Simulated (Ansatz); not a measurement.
## Electronic structure of LuH$_{2}$ in real space

Input

```
crystal:
  lattice:
    - [0.0, 2.5165, 2.5165]
    - [2.5165, 0.0, 2.5165]
    - [2.5165, 2.5165, 0.0]
  atoms:
    - { symbol: Lu, position: [0.0, 0.0, 0.0] }
    - { symbol: H, position: [0.75, 0.75, 0.75] }
    - { symbol: H, position: [0.25, 0.25, 0.25] }
hamiltonian:
  xc: r2scan
  pseudopotentials: { kind: paw }
kpoints:
  mp_grid: { grid: [9, 9, 9] }
scf:
  occupations: { method: fermi_dirac, width: 0.05 }
output:
  forces: true
  stress: true
  eigenvalues: true
  write_density: true
  write_potential: true
  elf: true
  volumetric_format: npy
relax:
  f_tol: 0.01
  max_steps: 40
  cell: { stress_tol: 0.05, p_target: 20.0 }
```

Launched as:

```sh
ansatz run input.yaml --threads 2 --pin off --max-ram 5632MiB --backend cpu --events-out ev --progress --plain --runs-dir out
```

Below, planes, directions and counts refer to the conventional cell (a = 4.74 Å, b = 4.74 Å, c = 4.74 Å, α = 90.00°, β = 90.00°, γ = 90.00°).

The fields are those of the run's last geometry, not of the input's.

Space group Fm-3m; computed pressure about 20 GPa in this cell.

Method: Ansatz 0.2.0, Kohn-Sham DFT of a periodic cell, r2SCAN, Ansatz PAW.

Core electrons are frozen (PAW), and the valence fields are smoothed inside the atomic spheres.

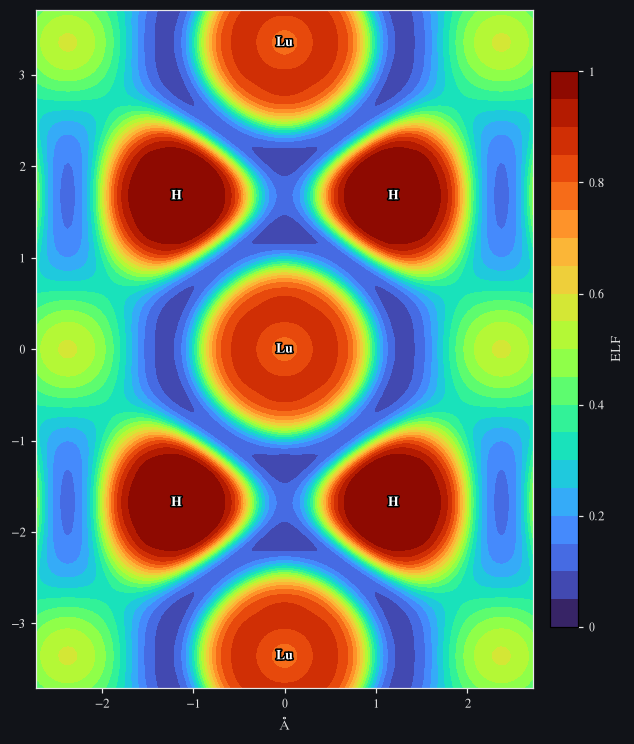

Figure 1. Electron localisation function on the (011) plane of the conventional cell.

> Interpret the plot.

The plane passes through Lu and H nuclei.
Lu–H (2.05 Å): the ELF climbs to about 1 towards the hydrogen.
The features right at Lu lie inside the PAW spheres, where the map follows smoothed inner orbitals and isn't to be read closely.

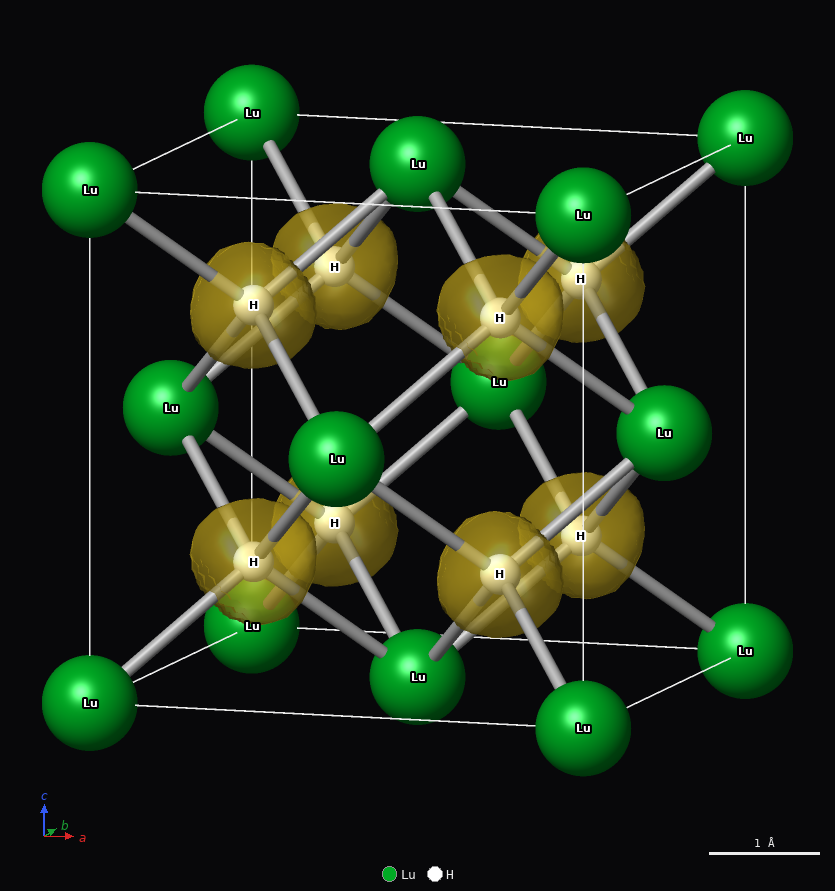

Figure 2. Isosurface of the ELF at 0.9 (yellow), seen slightly off an axis. Only the valence region is drawn (cores and ρ < 0.01 e/Å³ removed). Sticks mark near contacts.

> Identify the bonds, lone pairs and shells in this picture.

The surface consists of eight regions around hydrogen nuclei, counted in one cell of 12 atoms. Regions shared between cells count once.

> Does the calculation make it a metal, or give it a gap?

It is gapless in this calculation (a metal or semimetal).
